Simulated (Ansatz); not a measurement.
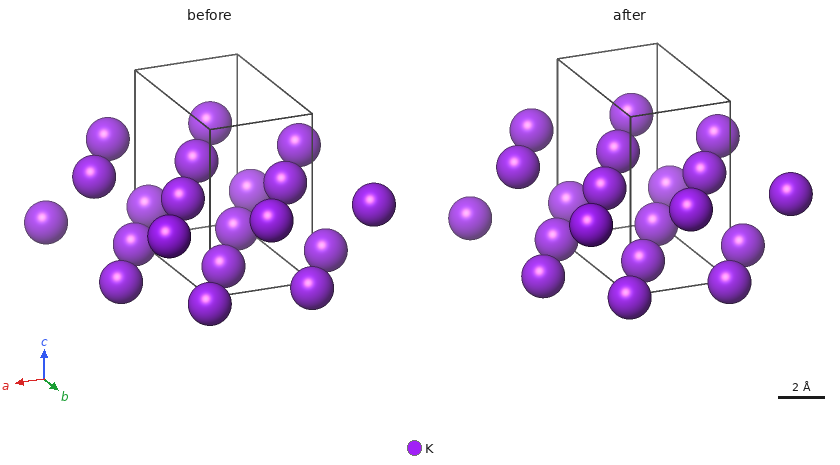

Left: a symmetric starting cell of K. Right: the same structure after one change, at the same scale. Style: spheres-only. Shown: the conventional cell (2 times the calculation's cell), repeated 2 × 2 × 1 with one cell outlined, from a free direction. Lengths and directions refer to the drawn axes.

Theory: Ansatz 0.2.0, DFT PBEsol, scalar-relativistic, plane waves, PAW. Settings: plane-wave cutoff 420 eV; k-point mesh 10 × 10 × 6; occupations gaussian; smearing width 0.1 eV; no spin polarisation.

### Which change leads from the left to the right?

The cell is strained by +6.4 % along c, −2.5 % along a, −2.7 % along b (volume +1.0 %) and atoms are displaced by 0.06 Å relative to the cell. No relaxation follows. The starting cell wasn't computed here and needn't be at equilibrium, so pressure and forces aren't due to the change alone.

### What does the change do?

The space group stays Cmcm (No. 63). The pressure is −0.3 GPa (not all of it need come from the change, since the unchanged cell can be under pressure at this level too). The principal stresses (compression positive) are −0.6 GPa along c and −0.1 GPa across it. The forces stay under 0.01 eV/Å.
